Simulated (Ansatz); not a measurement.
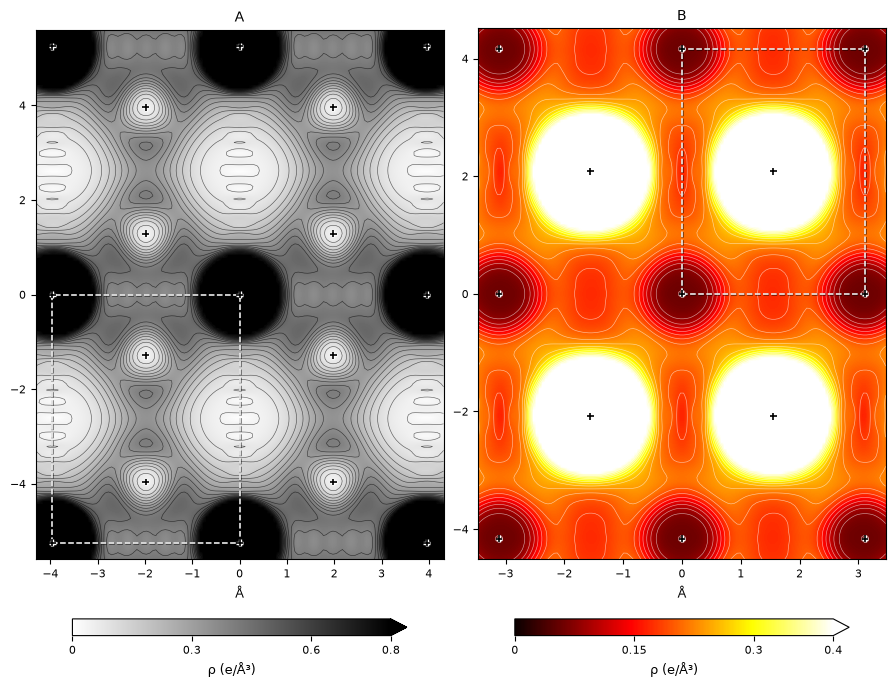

The valence charge density (pseudo) of 2 systems, each on a plane through atoms (crosses mark nuclei in the plane).

The calculation used DFT PBE, scalar-relativistic, plane waves, PAW in Ansatz.

System 1: CoSi₂, the (100) plane of the conventional cell. Space group Immm; changed on purpose from its base cell (uniaxial strain along a, b, c and atoms relaxed: +4.5 %); computed pressure about −3 GPa in this cell; computed without spin polarisation.

```
CELL_PARAMETERS angstrom
2.67461 -2.67461 0.00000
2.80054 2.80054 0.00000
0.00000 0.00000 5.24599
ATOMIC_POSITIONS crystal
Co 0.00000 0.00000 0.00000
Co 0.50000 0.50000 0.50000
Si 0.50000 0.00000 0.74452
Si 0.00000 0.50000 0.75548
Si 0.00000 0.50000 0.24452
Si 0.50000 0.00000 0.25548
```

System 2: AlNi, the (011̄) plane of the conventional cell. Space group P4/mmm; changed on purpose from its base cell (strain +0.080 along x and y, -0.040 along z, atoms carried along); computed pressure about −12 GPa in this cell; computed without spin polarisation.

```yaml
crystal:
  lattice:
    - [3.11148, 0.00000, 0.00000]
    - [0.00000, 3.11148, 0.00000]
    - [0.00000, 0.00000, 2.76576]
  atoms:
    - { symbol: Al, position: [0.00000, 0.00000, 0.00000] }
    - { symbol: Ni, position: [0.50000, 0.50000, 0.50000] }
```

Match each panel to its system.

Answer. Panel A is system 1, CoSi₂: the plane holds Co and Si. Si–Si (2.57 Å): ρ is about 0.37 e/Å³ halfway. Panel B is system 2, AlNi: the plane holds Al and Ni. Al–Ni (2.60 Å): ρ is about 0.26 e/Å³ halfway.
